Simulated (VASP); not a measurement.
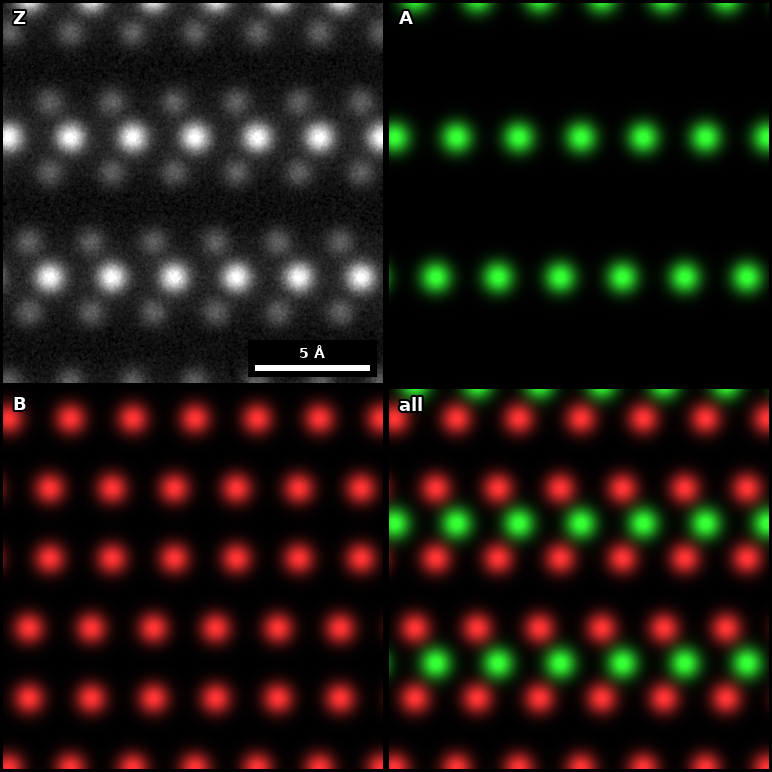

MoS$_{2}$ (R3m, No. 160) along [100]. Panel Z: Simulated incoherent Z contrast: every atom adds Z^1.7 spread by a probe of 0.87 Å full width; channelling and multiple scattering are left out. The probe carries 25 % of its weight in a tail 2.5 times as wide. The display is stretched by a gamma of 0.65; percentages refer to the linear signal. Shot noise was added. The other panels are simulated element maps (the number of atoms of one element along the beam, blurred by 1.1 Å; each on its own scale, no channelling); the last overlays them. Structure: an entry of the Crystallography Open Database, as set up for an electronic-structure calculation.

```cif
data_structure
_symmetry_space_group_name_H-M 'P 1'
_symmetry_Int_Tables_number 1
_cell_length_a 3.1600
_cell_length_b 3.1600
_cell_length_c 18.4500
_cell_angle_alpha 90.000
_cell_angle_beta 90.000
_cell_angle_gamma 120.000
_cell_volume 159.55
loop_
_atom_site_label
_atom_site_type_symbol
_atom_site_fract_x
_atom_site_fract_y
_atom_site_fract_z
_atom_site_occupancy
Mo1 Mo 0.00000 0.00000 0.00000 1
S1 S 0.33333 0.66667 0.08367 1
S2 S 0.00000 0.00000 0.25000 1
Mo2 Mo 0.66667 0.33333 0.33333 1
S3 S 0.00000 0.00000 0.41700 1
S4 S 0.66667 0.33333 0.58333 1
Mo3 Mo 0.33333 0.66667 0.66667 1
S5 S 0.66667 0.33333 0.75033 1
S6 S 0.33333 0.66667 0.91667 1
```

Which element does each lettered map show?

Answer. A: Mo, B: S. The projected cell (2.74 × 6.22 Å, 98°) holds 3 columns: 2 of S and 1 of Mo. No column is shared by two of the mapped elements.
